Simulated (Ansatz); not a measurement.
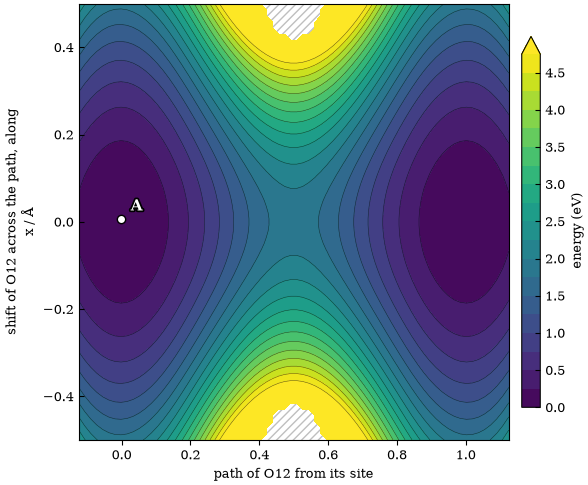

HfO₂ (Fm-3m phase) with one O vacancy (14 atoms in the cell, cell charge +2). An atom moved over a plane that holds its own site and a neighbouring vacancy (x along [−1 −3 0], y along [3 −1 0], z along [0 0 1] of the conventional cell). The first coordinate is: path of O12 from its site (0) to the vacancy (1), 2.522 Å; the second: shift of O12 across the path, along x. Nothing is relaxed (all other atoms held at the sites of the perfect crystal). The grid has 11 × 9 points; 28 points were computed and 69 follow by symmetry. At 2 points there is no value (left out of the scan, as a rule where atoms come close). Points are written as (first, second). Energies are in eV per cell, from the lowest grid point. The band gap closes in part of the range. The cell is charged on a uniform background, without a charge correction. Method: DFT PBEsol, scalar-relativistic, plane waves, PAW in Ansatz. Settings: cutoff 420 eV, k-mesh 4×4×4, gaussian smearing 0.05 eV, no spin polarisation.

The picture shows filled contours, one colour for all values above the top of the scale, hatched blanks where no value was computed, the point A. Between grid points the surface is interpolated.

**What is the easiest way out of the well at A, and how high is the barrier?**

The easiest path leads from the well at (0.000, 0.000 Å) [nearest 4 Hf at 2.18 Å] to a well of about the same depth at (1.000, 0.000 Å) [nearest 4 Hf at 2.18 Å]. Its highest point lies about 1.9 eV above the bottom of the first well on the interpolated surface, at (0.500, 0.000 Å) [nearest 2 Hf at 1.78 Å]. This is the barrier on the constrained surface; relaxing the other coordinates would change it.

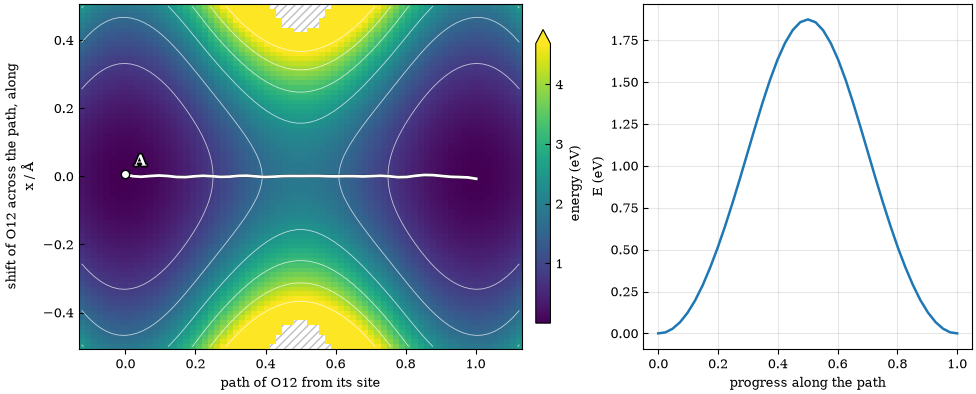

Drawn: a smooth colour map with a few white contour lines, a line along the lowest path, one colour for all values above the top of the scale, hatched blanks where no value was computed, the energy along the path at the right. Between grid points the surface is interpolated.

PAW datasets: the set soft_1.
